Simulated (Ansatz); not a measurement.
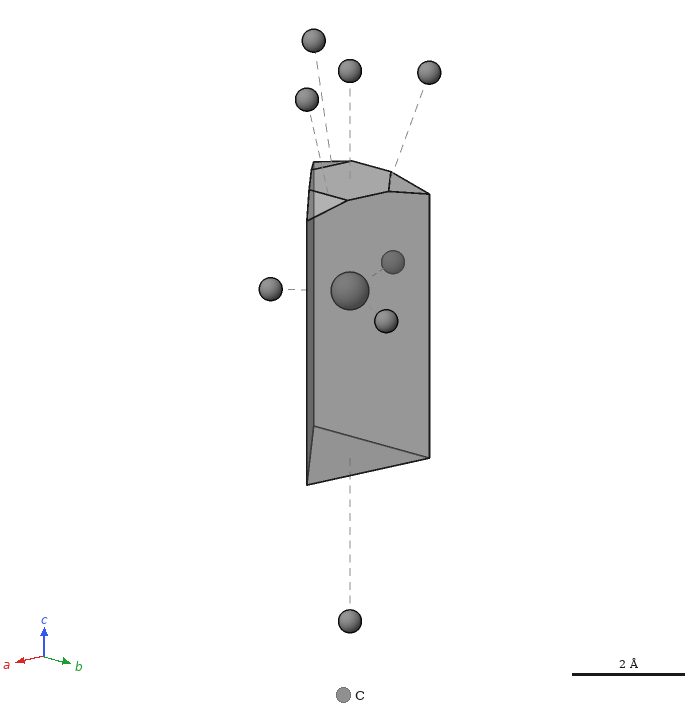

Voronoi cell (the region closer to this atom than to any other), computed from the atomic positions without radii. Central atom: C1 (6c) in C; faces take the colour of the neighbour behind them. Origin: coordinates from a relaxation with DFT PBE, scalar-relativistic, plane waves, PAW in Ansatz 0.2.0.

C, space group R-3m:H (No. 166), a = 2.467 Å, b = 2.467 Å, c = 32.791 Å, α = 90.00°, β = 90.00°, γ = 120.00°

```
site  Wyckoff       x       y       z
  C1       6c  0.0000  0.0000  0.9334
  C2       6c  0.3333  0.6667  0.9334
```

Question: What is the volume of this Voronoi cell?

Answer: 14.3 Å³, equal to the mean volume per atom.

Question: Give the Voronoi index ⟨n3,n4,n5,n6,…⟩ (numbers of faces with 3, 4, 5, 6 … edges).

Answer: 8 faces, index ⟨4,0,0,1,0,3⟩.
